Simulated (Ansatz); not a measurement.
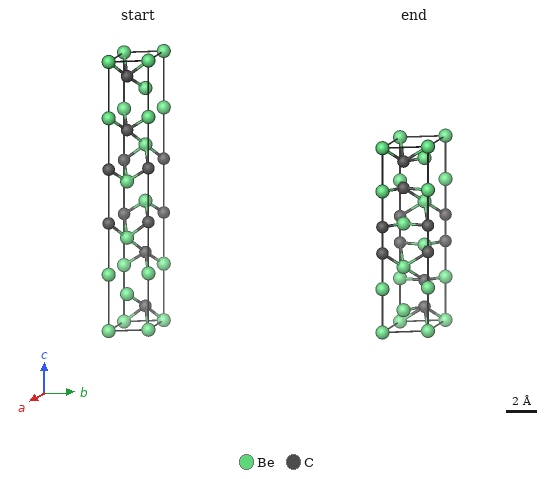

The structure of crystalline Be3C2 (built on the tetradymite_166 type) (coarse preliminary run) before (left) and after (right) a relaxation, at one scale.

The picture is a ball-and-stick view of the conventional cell (3 times the calculation's cell), seen slightly off an axis. Lengths and directions refer to the drawn axes.

Case: tetradymite type (R-3m, No. 166).

Method: DFT r2SCAN, scalar-relativistic, plane waves, PAW (Ansatz 0.2.0).

Input file:
```yaml
crystal:
  lattice:
    - [1.3375654257, 0.7722437586, 6.2002942355]
    - [-1.3375654257, 0.7722437586, 6.2002942355]
    - [0.0, -1.5444875171, 6.2002942355]
  atoms:
    - { symbol: Be, position: [0.0, 0.0, 0.0] }
    - { symbol: Be, position: [0.2095, 0.2095, 0.2095] }
    - { symbol: Be, position: [0.7905, 0.7905, 0.7905] }
    - { symbol: C, position: [0.4, 0.4, 0.4] }
    - { symbol: C, position: [0.6, 0.6, 0.6] }
basis:
  ecutwfc: 500
kpoints:
  mp_grid: { grid: [6, 6, 6] }
hamiltonian:
  xc: r2scan
scf:
  occupations: { method: gaussian, width: 0.1 }
  lower_state_search: "off"
output:
  forces: true
  stress: true
  eigenvalues: true
relax:
  adjacent_minimum: "off"
  f_tol: 0.04
  max_steps: 70
  cell: { stress_tol: 0.4 }
```

Run as
```bash
ansatz run input.yaml --threads 1 --pin off --max-ram 2560MiB --backend cpu --events-out ev --progress --plain --runs-dir out
```

Q: Summarise the run.

A: The largest moves relative to the cell, 0.36 Å, are those of C4 and C5. C4 goes along +c. Largest moves by element: C 0.36 Å, Be 0.32 Å. The volume changes by −10.2 %, with a = b 2.675 → 3.064 Å (+14.5 %), c 18.601 → 12.737 Å (−31.5 %). Near-neighbour distances that change, for instance: C4–C5 3.720 → 1.829 Å, Be1–C4 1.981 → 2.142 Å, Be2–C5 1.875 → 1.769 Å. Among the angles between lasting bonds that change: Be3–C4–Be3 91.0° → 119.9°, C4–Be3–C4 91.0° → 119.9°, Be1–C4–Be3 175.8° → 147.1°. The space group stays R-3m (No. 166). Over 14 accepted moves (19 points after the start) the energy falls by 628 meV per atom. The largest force component goes from 2.7 to 0.0017 eV/Å. The pressure goes from −2.63 to 0.04 GPa. The line search rejected the trial steps at points 10, 12, 17 of the run. The SCF was repeated twice at an unchanged geometry on a basis and grid sized afresh for the cell, which shifted the energy by 1.0 meV per atom at most. Cost: 59 s on 1 thread of Arm Neoverse V2 (shared host), peak memory 0.39 GiB.
